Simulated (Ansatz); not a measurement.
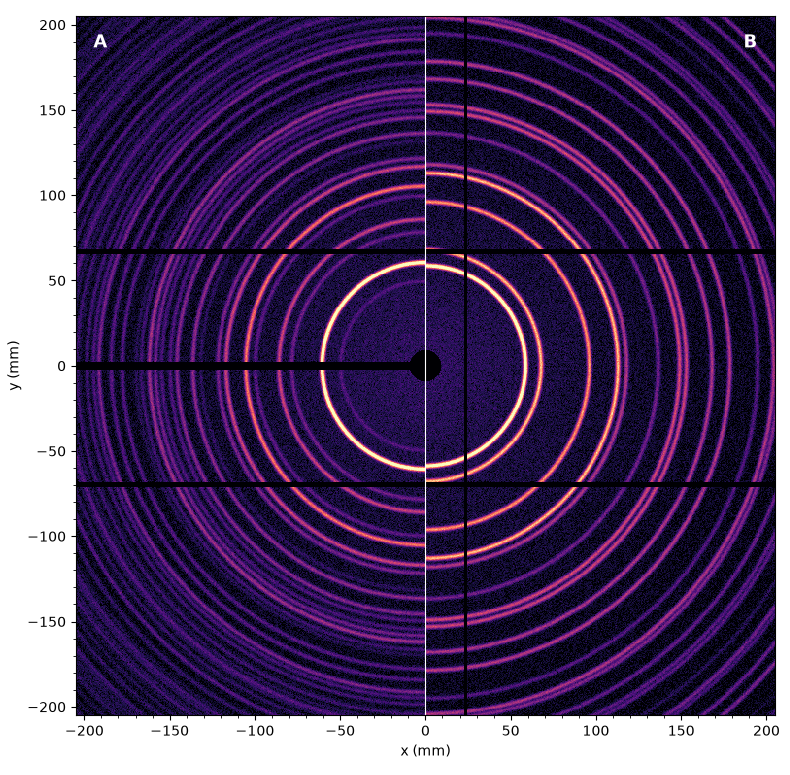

Simulated X-ray powder rings on a flat area detector normal to the beam: λ = 0.2066 Å, sample-to-detector distance 870 mm, axes in mm from the beam centre, for a fine-grained powder without texture. Kinematic intensities with B = 0.3 Å² for all atoms, without absorption; brightness goes as intensity to the power 0.5, clipped at the top, with counting noise. Reflections closer than the ring width show as one ring. The left and right halves show two different samples, each scaled to its strongest ring.

Structure 1:
```
CELL_PARAMETERS angstrom
5.31233 0.00000 0.00000
0.00000 5.31233 0.00000
0.00000 0.00000 5.31233
ATOMIC_POSITIONS crystal
La 0.00000 0.00000 0.00000
La 0.00000 0.50000 0.50000
La 0.50000 0.00000 0.50000
La 0.50000 0.50000 0.00000
```

Structure 2:
```cif
data_structure
_symmetry_space_group_name_H-M 'P6/mmm'
_symmetry_Int_Tables_number 191
_cell_length_a 5.9536
_cell_length_b 5.9536
_cell_length_c 3.6233
_cell_angle_alpha 90.000
_cell_angle_beta 90.000
_cell_angle_gamma 120.000
_cell_volume 111.22
loop_
_atom_site_label
_atom_site_type_symbol
_atom_site_symmetry_multiplicity
_atom_site_Wyckoff_symbol
_atom_site_fract_x
_atom_site_fract_y
_atom_site_fract_z
_atom_site_occupancy
La1 La 1 a 0.00000 0.00000 0.00000 1
La2 La 2 d 0.33333 0.66667 0.50000 1
```

Origins: 1, the input geometry of an electronic-structure calculation (not necessarily at equilibrium); the starting structure was generated, so it need not be a known form of this composition; 2, the end point of a relaxation with DFT, PBE, plane waves (420 eV) with PAW, scalar-relativistic (Ansatz 0.2.0); the starting structure was generated, so it need not be a known form of this composition.

Q: Which structure gives which half?

A: Half A is structure 2 (La): 001 at 49.7 mm (d = 3.62 Å), 110 + 101 at 60.6 mm (d = 2.98 + 2.96 Å), 111 at 78.4 mm (d = 2.30 Å), 201 at 85.9 mm (d = 2.10 Å).
Half B is structure 1 (La): 111 at 58.7 mm (d = 3.07 Å), 200 at 67.8 mm (d = 2.66 Å), 220 at 96.1 mm (d = 1.878 Å), 311 at 112.9 mm (d = 1.602 Å).
